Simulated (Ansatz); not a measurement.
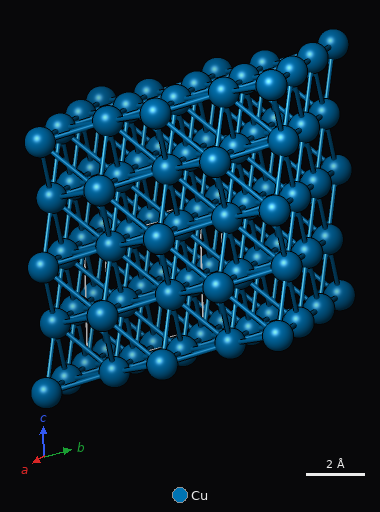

Starting structure of a crystal of Cu (set up in R-3m). A ball-and-stick model of the reduced cell, repeated 3 × 2 × 2 with one cell outlined, seen slightly off an axis. Lengths and directions refer to the drawn axes.

Case: film's bulk on the substrate's plane, third vector and atoms relaxed.

These are results of DFT PBE, scalar-relativistic, plane waves, PAW (Ansatz 0.2.0), not measurements.

Input file:
```yaml
crystal:
  lattice:
    - [5.4100282311, 0.0, 0.0]
    - [-2.7050141156, 4.6852218833, 0.0]
    - [-1.3525070578, 0.7808703139, 1.9676427237]
  atoms:
    - { symbol: Cu, position: [0.0, 0.5, 0.0] }
    - { symbol: Cu, position: [0.5, 0.5, 0.0] }
    - { symbol: Cu, position: [0.0, 0.0, 0.0] }
    - { symbol: Cu, position: [0.5, 0.0, 0.0] }
basis:
  ecutwfc: 420
kpoints:
  mp_grid: { grid: [9, 9, 17] }
hamiltonian:
  xc: pbe
scf:
  occupations: { method: gaussian, width: 0.1 }
output:
  forces: true
  stress: true
  eigenvalues: true
relax:
  adjacent_minimum: "off"
  f_tol: 0.01
  max_steps: 50
  cell: { fix: [a, b, gamma], stress_tol: 0.1 }
```

Run as
```bash
ansatz run input.yaml --threads 8 --pin off --max-ram 20480MiB --backend cpu --events-out ev --progress --plain --runs-dir out
```

What does the optimiser find from here?

Answer. No atom moves by more than 0.005 Å relative to the cell. The volume changes by +2.3 %, with a 2.512 → 2.551 Å (+1.5 %), b = c 4.577 → 4.593 Å (+0.4 %), α 72.5° → 72.2°, β 85.0° → 85.9°, γ 85.0° → 85.9°. Among the contacts that change: Cu1–Cu1 2.512 → 2.551 Å. The space group stays R-3m (No. 166). The energy falls by 18.9 meV per cell of the calculation in 3 accepted moves (4 points after the start). All forces vanish by symmetry, so only the cell relaxes. Pressure: −3.68 GPa at the start and −6.77 GPa at the end. The SCF was repeated once at an unchanged geometry on a basis and grid sized afresh for the cell, which shifted the energy by 0.8 meV per cell of the calculation at most. Cost: 32 s on 8 threads of Arm Neoverse V1, on a shared host, peak memory 0.96 GiB.

History of the run:

```json
{"step": "0", "E − E(0), meV/atom": "0.00", "pressure, GPa": "-3.68", "volume, Å³/atom": "12.469", "note": ""}
{"step": "1", "E − E(0), meV/atom": "-2.98", "pressure, GPa": "-4.98", "volume, Å³/atom": "12.583", "note": ""}
{"step": "2", "E − E(0), meV/atom": "-4.54", "pressure, GPa": "-6.66", "volume, Å³/atom": "12.747", "note": ""}
{"step": "3", "E − E(0), meV/atom": "-4.53", "pressure, GPa": "-6.74", "volume, Å³/atom": "12.755", "note": ""}
{"step": "4", "E − E(0), meV/atom": "-4.73", "pressure, GPa": "-6.77", "volume, Å³/atom": "12.755", "note": "same geometry, new basis"}
```

After the run, drawn alike:

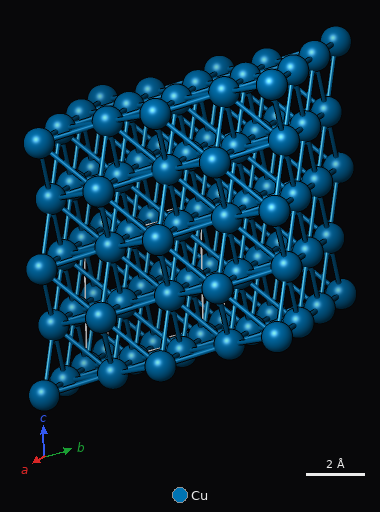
